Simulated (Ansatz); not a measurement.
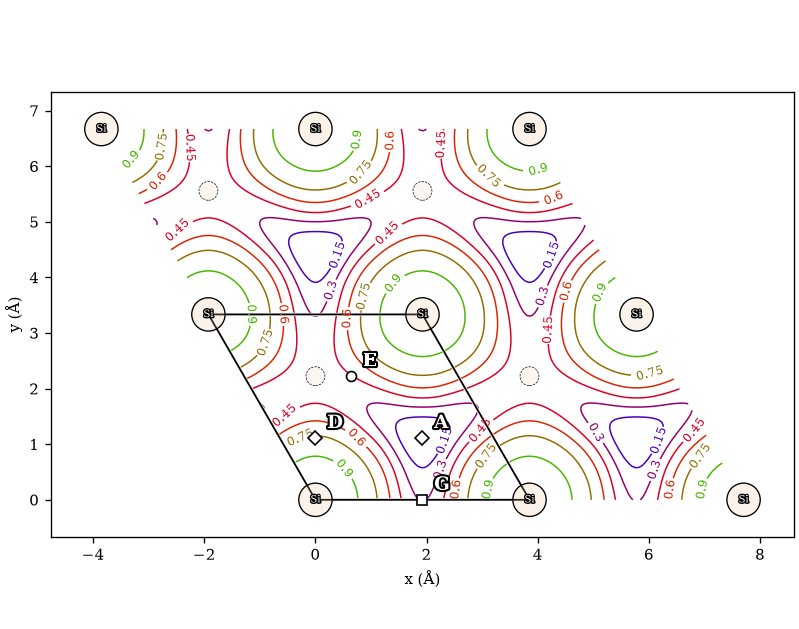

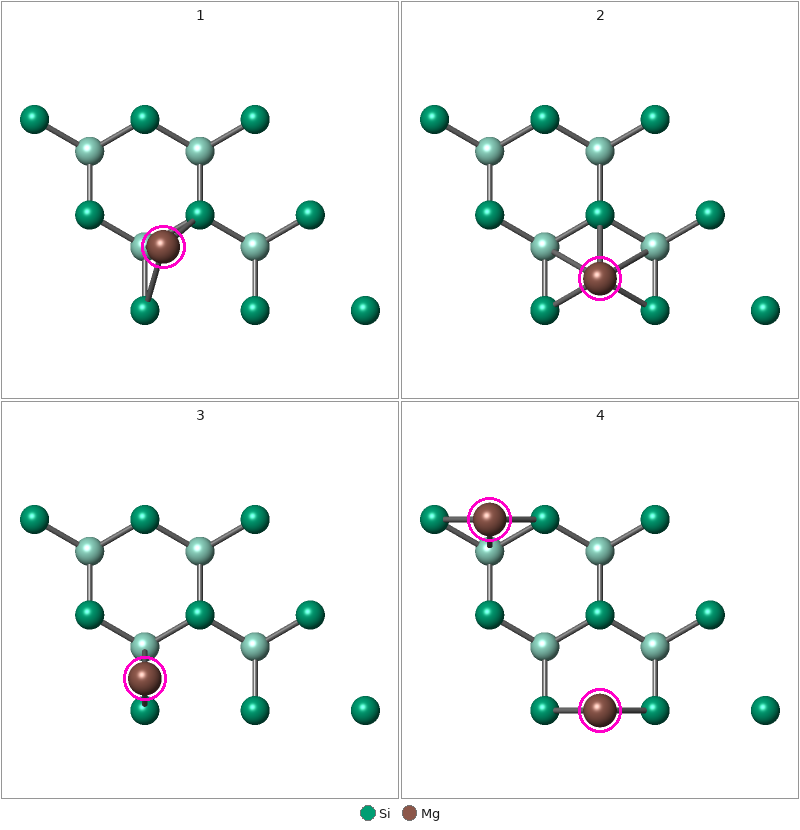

Mg on a Si(001) slab cut from the P6_3/mmc phase, its upper half relaxed before the scan (24 atoms of substrate and one adsorbate in a 2 × 2 cell). Mg is moved over the surface cell; relaxed at each place: the height of the adsorbate's atoms; substrate rigid; the origin of the map has the adsorbate above Si21. Places are given modulo a cell vector. The map is drawn in real space over the plane of the surface. Grid: 6 × 6 points; 10 points were computed and 26 follow by symmetry. Places are given in fractions of the 1 × 1 surface cell. Energies: eV, counted from the lowest grid point. The calculation used Ansatz 0.2.0, DFT PBE, scalar-relativistic, plane waves, PAW. Settings: cutoff 420 eV, k-mesh 6×6×1, gaussian smearing 0.05 eV, no spin polarisation.

In the figure: contour lines labelled in eV, labelled circles for the atoms of the top layer and small ones for the second layer, the outline of one cell of the 2 × 2 shown, lettered points. Between grid points the surface is interpolated. The numbered pictures are the structures at these points, in random order. Rings mark the moved atoms.

> Which structure belongs to which point?

A is structure 2: a threefold hollow, (4/6, 2/6) of the cell vectors, 0.00 eV; D is structure 3: (1/6, 2/6) of the cell vectors [nearest 1 Si at 2.54 Å], 0.77 eV; E is structure 1: (3/6, 4/6) of the cell vectors [nearest 1 Si at 2.60 Å], 0.44 eV; G is structure 4: a bridge site between two Si atoms, (3/6, 0/6) of the cell vectors, 0.29 eV.

PAW datasets: the set soft_1.
